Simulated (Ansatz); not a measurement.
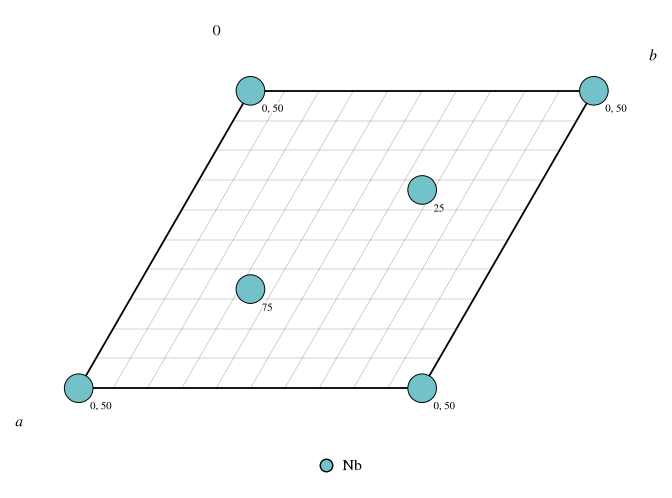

Plan of a unit cell projected along c (a down the page, b across); the numbers are heights in hundredths of c, and atoms on the cell's edges are repeated. The grid marks tenths of a and b. Source: the end point of a relaxation with DFT, LDA (PW92), plane waves (420 eV) with PAW, scalar-relativistic in Ansatz; the starting structure was generated, so it need not be a known form of this composition. The drawing is computed from the coordinates (standard cell, symmetry found to 0.002 Å).

a = 2.804 Å, b = 2.804 Å, c = 10.364 Å, α = 90.00°, β = 90.00°, γ = 120.00°.

Q: What does the cell contain?

A: 4 Nb: Nb, Z = 4.

Q: Which space group?

A: P6₃/mmc, No. 194, primitive hexagonal.

Q: Give the independent sites, coordinates to two places.

A:
```csv
atom,site,symmetry,x,y,z
Nb,2a,-3m.,0.00,0.00,0.00
Nb,2c,-6m2,0.33,0.67,0.25
```
